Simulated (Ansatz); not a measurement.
```xyz
17
Lattice="3.7607 0.0000 0.0000 0.0000 8.1290 0.0000 0.0000 0.0000 26.1246" Properties=species:S:1:pos:R:3 pbc="T T T"
Se    0.0000    2.4983    7.5001
Se    1.8804    0.1114    8.8821
Pt    1.8804    2.6097    9.1653
Se    1.8804    5.1080    9.4485
Se    0.0000    2.7212   10.8307
Pt    0.0000    5.2195   11.1139
Se    0.0000    7.7178   11.3969
Se    1.8804    5.3309   12.7791
Pt    1.8804    7.8292   13.0623
Se    1.8804    2.1985   13.3455
Se    0.0000    7.9407   14.7277
Pt    0.0000    2.3099   15.0107
Se    0.0000    4.8082   15.2939
Se    1.8804    2.4214   16.6761
Pt    1.8804    4.9197   16.9593
Se    1.8804    7.4179   17.2425
Se    0.0000    5.0311   18.6245
```

Not relaxed (largest force 0.7 eV/Å).

Level of theory: Ansatz, DFT PBEsol, scalar-relativistic, plane waves, PAW.

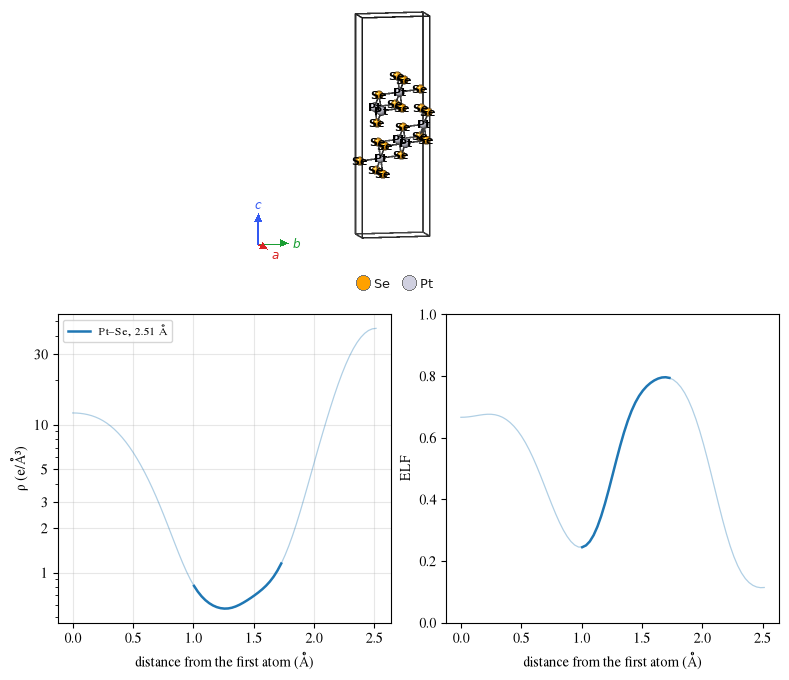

Pt$_{5}$Se$_{12}$ (slab). Valence charge density (pseudo) and electron localisation function along straight lines between neighbouring atoms. Thin, pale parts lie inside the atomic spheres. The structure is drawn too.

The density is the valence pseudo-density of a PAW calculation; it isn't the true density close to the nuclei.

**What can be read from the curves?**

Pt–Se (2.51 Å): ρ at the midpoint is about 0.57 e/Å³; the ELF is about 0.50 at the midpoint.
